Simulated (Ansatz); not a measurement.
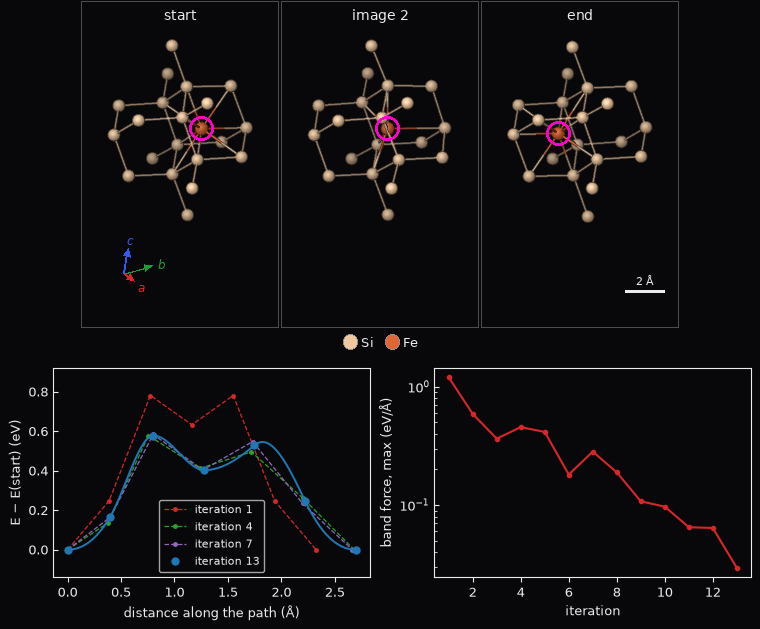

A nudged-elastic-band calculation for a defect cell of composition FeSi$_{54}$ (cell charge +1) (55 atoms in the cell). Images are numbered from 0 (start) to 6 (end). The plot follows the band through its iterations. The picture is a ball-and-stick view of the atoms within 4.8 Å of the middle of the path, seen slightly off an axis. The moving atom is ringed, with any periodic copies. Bonds to atoms that aren't drawn are left out.

The calculation used DFT PBE, scalar-relativistic, plane waves, PAW in Ansatz 0.2.0. Run with plane-wave cutoff 420 eV; k-point mesh 2 × 2 × 2; Gaussian smearing 0.02 eV; spin collinear; 5 movable images; climbing image.

Question: Judge this run.

Answer: The run is converged, with reservations. The band converged in 13 iterations. The largest component of the band force went from 1.2 to 0.029 eV/Å. The climbing image converged on the top of the path. Its curvatures weren't checked. The first iteration put the highest image at 0.78 eV. The barrier is about 0.58 eV in both directions, with image 2 at the top; the ends have the same energy. The profile has 2 maxima (images 2, 4) with a dip at image 3 (+0.40 eV), so the process runs in steps.

Limits of the set-up: the cell is charged, on a uniform background, and energies carry no finite-size correction.

The run took 37 min on 8 threads of Intel(R) Xeon(R) 6975P-C (Granite Rapids), on a shared host, peak memory 18 GiB.
